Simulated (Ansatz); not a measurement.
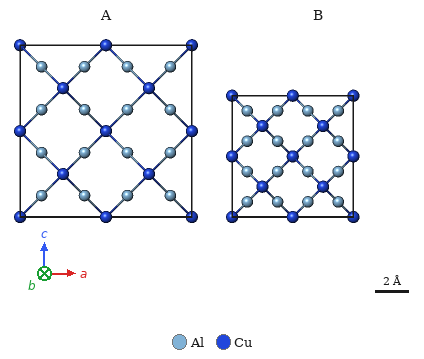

Two geometries of solid Al₂Cu (a generated structure, set up in Fd-3m) (coarse preliminary run), drawn at one scale. One is the start of a relaxation, the other its converged end. A ball-and-stick model of the conventional cell (4 times the calculation's cell), seen along the b axis. Lengths and directions refer to the drawn axes.

The calculation used DFT PBE, scalar-relativistic, plane waves, PAW (Ansatz 0.2.0). (plane-wave cutoff 420 eV; k-point mesh 4 × 4 × 4; occupations gaussian; smearing width 0.1 eV; no spin polarisation; cell and atoms relaxed; force threshold 0.04 eV/Å; at most 70 steps)

> Which one is relaxed?

Structure A is the relaxed one. No atom moves by more than 0.005 Å relative to the cell. The drawn cell changes as follows: a = b = c 7.393 → 10.469 Å (+41.6 %); the volume changes by +184.0 %. Some distances before and after: Al–Cu 1.601 → 2.267 Å. The space group stays Fd-3m (No. 227). The energy falls by 6672 meV per atom in 11 accepted moves (14 points after the start). All forces vanish by symmetry, so only the cell relaxes. The pressure goes from 158.18 to 0.25 GPa. At 3 points the geometry stayed and the basis and grid were re-selected for the new cell (energy shift of 476 meV per atom at most each time). The run took 41 s on 1 thread of Intel(R) Xeon(R) Platinum 8488C (Sapphire Rapids), on a shared host, peak memory 0.52 GiB.
